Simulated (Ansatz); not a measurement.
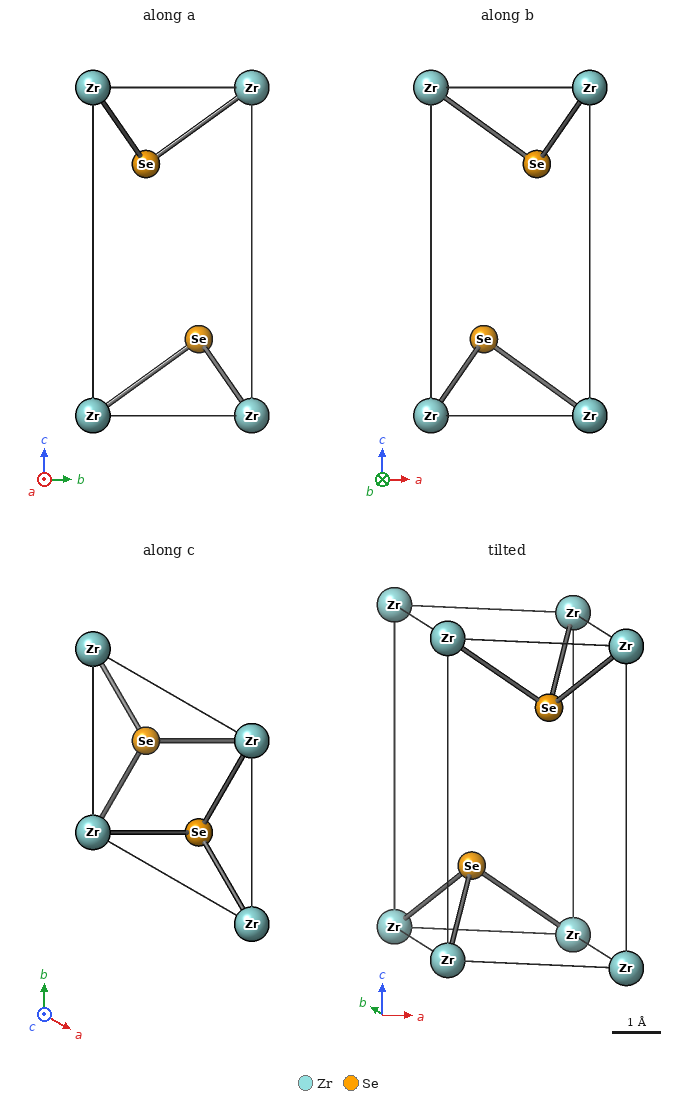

Ball-and-stick representation of a periodic structure, projected along the a axis, along the b axis, along the c axis and slightly off an axis. Thin lines show the conventional unit cell, with boundary atoms drawn in all their periodic places.

Lattice parameters: a = 3.822 Å, b = 3.822 Å, c = 6.838 Å, α = 90.00°, β = 90.00°, γ = 120.00°. Put a along x and b in the xy plane.

Question: Set out the cell and atoms as a POSCAR file, with free fractional coordinates to two decimals.

Answer:
```
Zr Se
1.0
     3.822    0.000    0.000
    -1.911    3.310    0.000
     0.000    0.000    6.838
Zr Se
1 2
Direct
  0.00 0.00 0.00
  0.3333 0.6667 0.23
  0.6667 0.3333 0.77
```

Starting structure: a structure type filled with these elements by a generator (whether the compound takes this form wasn't checked). The cell was then strained or its atoms displaced on purpose. Ansatz was used for an electronic-structure calculation on it.
